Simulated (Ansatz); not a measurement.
Given this structure:

```
Cu
1.0
     3.62025    0.02794    0.00000
     0.02794    3.62025    0.00000
     0.00000    0.00000    3.51265
Cu
4
Direct
  0.50000 0.00000 0.50000
  0.00000 0.00000 0.00000
  0.00000 0.50000 0.50000
  0.50000 0.50000 0.00000
```

> Characterise the structure given above.

The element is copper. Strictly the space group is Immm (No. 71, within 0.01 Å). It is a distorted form of a face-centred cubic structure, space group Fm-3m (No. 225) within 0.25 Å: face-centred cubic (Cu type). The cell holds four atoms. The neighbours of Cu are twelve Cu in a cuboctahedral arrangement at 2.52 to 2.58 Å. The bonds build a three-dimensional framework.

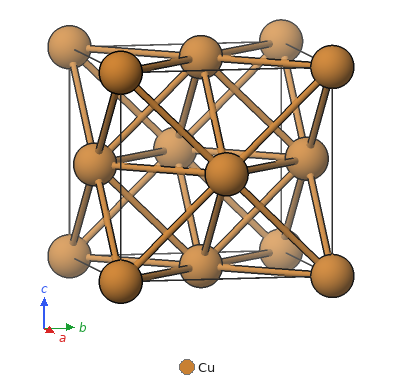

Crystal structure, ball-and-stick style, seen slightly off an axis. The lines enclose the drawn cell (a repeat of the simulation cell); boundary atoms appear with their images. Colours: copper orange.

The initial geometry was a structure listed in the Materials Project. It was relaxed with DFT r2SCAN, scalar-relativistic, plane waves, PAW in Ansatz under a constraint or pressure on the cell, so some stress remains.
